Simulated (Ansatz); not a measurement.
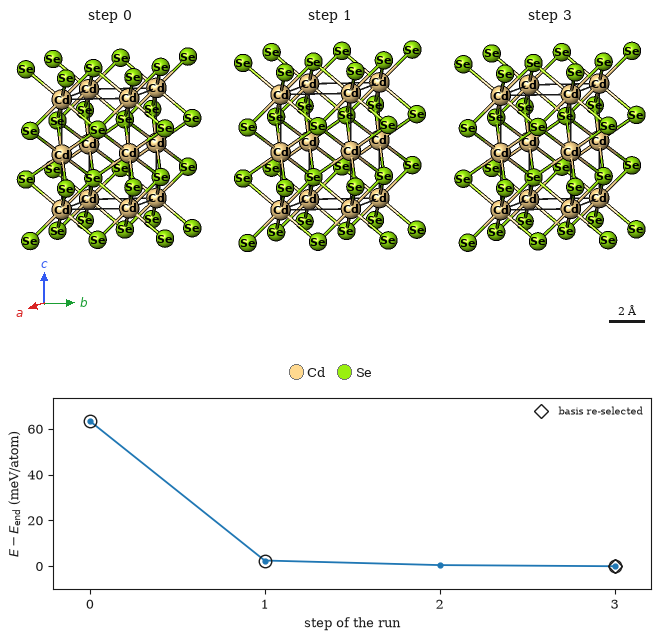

Frames of a relaxation of solid CdSe (a generated structure, set up in P6_3/mmc) (coarse preliminary run), marked on the history of the run. Style: ball-and-stick. Shown: the cell of the calculation, slightly off an axis.

The calculation used DFT PBE, scalar-relativistic, plane waves, PAW in Ansatz 0.2.0.

The input:
```yaml
crystal:
  lattice:
    - [3.91467972, 0.0, 0.0]
    - [-1.95733986, 3.39021209, 0.0]
    - [0.0, 0.0, 6.4497857]
  atoms:
    - { symbol: Cd, position: [0.0, 0.0, 0.0] }
    - { symbol: Cd, position: [0.0, 0.0, 0.5] }
    - { symbol: Se, position: [0.33333333, 0.66666667, 0.75] }
    - { symbol: Se, position: [0.66666667, 0.33333333, 0.25] }
basis:
  ecutwfc: 420
kpoints:
  mp_grid: { grid: [6, 6, 4] }
hamiltonian:
  xc: pbe
scf:
  occupations: { method: gaussian, width: 0.1 }
  lower_state_search: "off"
output:
  forces: true
  stress: true
  eigenvalues: true
relax:
  adjacent_minimum: "off"
  f_tol: 0.04
  max_steps: 70
  cell: { stress_tol: 0.4 }
```

Command:
```bash
ansatz run input.yaml --threads 1 --pin off --max-ram 2048MiB --backend cpu --events-out ev --progress --plain --runs-dir out
```

**Describe the path.**

No atom moves by more than 0.005 Å relative to the cell. The drawn cell changes as follows: a = b 3.915 → 4.073 Å (+4.0 %), c 6.450 → 6.704 Å (+3.9 %); the volume changes by +12.5 %. Near-neighbour distances that change, for instance: Cd1–Se3 2.776 → 2.888 Å. The space group stays P6_3/mmc (No. 194). After 2 accepted moves (3 points after the start) the energy has fallen by 63.5 meV per atom. All forces vanish by symmetry, so only the cell relaxes. Pressure: 8.81 GPa at the start and −0.26 GPa at the end. At 1 point the geometry stayed and the basis and grid were re-selected for the new cell (energy shift of 0.5 meV per atom at most each time). Cost: 20 s on 1 thread of Arm Neoverse V1, on a shared host, peak memory 0.39 GiB. From step 0 to 1: volume +14.4 %, energy −61.0 meV per atom. From step 1 to 3: volume −1.6 %, energy −2.5 meV per atom.

```tsv
step	E − E(0), meV/atom	pressure, GPa	volume, Å³/atom	note
0	0.00	8.81	21.400	
1	-60.98	-1.18	24.476	
2	-62.98	-0.23	24.075	
3	-63.48	-0.26	24.075	same geometry, new basis
```
